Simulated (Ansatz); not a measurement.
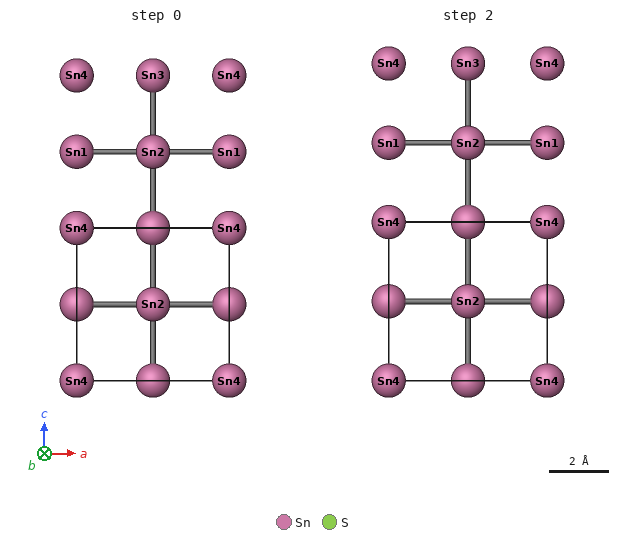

The structure of a crystal of Sn$_{4}$S (a generated structure, set up in Pm-3m) (coarse preliminary run) before (left) and after (right) a relaxation, at one scale.

The picture is a ball-and-stick view of the cell of the calculation, repeated 1 × 1 × 2 with one cell outlined, seen along the b axis.

Theory: DFT PBE, scalar-relativistic, plane waves, PAW (Ansatz 0.2.0).

Input
```yaml
crystal:
  lattice:
    - [5.17300375, 0.0, 0.0]
    - [0.0, 5.17300375, 0.0]
    - [0.0, 0.0, 5.17300375]
  atoms:
    - { symbol: Sn, position: [0.0, 0.5, 0.5] }
    - { symbol: Sn, position: [0.5, 0.0, 0.5] }
    - { symbol: Sn, position: [0.5, 0.5, 0.0] }
    - { symbol: Sn, position: [0.0, 0.0, 0.0] }
    - { symbol: S, position: [0.5, 0.5, 0.5] }
basis:
  ecutwfc: 420
kpoints:
  mp_grid: { grid: [4, 4, 4] }
hamiltonian:
  xc: pbe
scf:
  occupations: { method: gaussian, width: 0.1 }
  lower_state_search: "off"
output:
  forces: true
  stress: true
  eigenvalues: true
relax:
  adjacent_minimum: "off"
  f_tol: 0.04
  max_steps: 70
  cell: { stress_tol: 0.4 }
```

Run as
```bash
ansatz run input.yaml --threads 1 --pin off --max-ram 2560MiB --backend cpu --events-out ev --progress --plain --runs-dir out
```

Q: What changed between the two?

A: Over 1 accepted move (2 points after the start) the energy falls by 50.1 meV per atom. All forces vanish by symmetry, so only the cell relaxes. Pressure: 5.20 GPa at the start and −0.04 GPa at the end. The SCF was repeated once at an unchanged geometry on a basis and grid sized afresh for the cell, which shifted the energy by 0.6 meV per atom at most. The atoms keep their places relative to the cell (all moves are under 0.005 Å). Cell: a = b = c 5.173 → 5.376 Å (+3.9 %). Volume +12.2 %. Some distances before and after: Sn1–S5 2.587 → 2.688 Å. The space group stays Pm-3m (No. 221). Cost: 10 s on 1 thread of Arm Neoverse V1, on a shared host, peak memory 0.38 GiB.
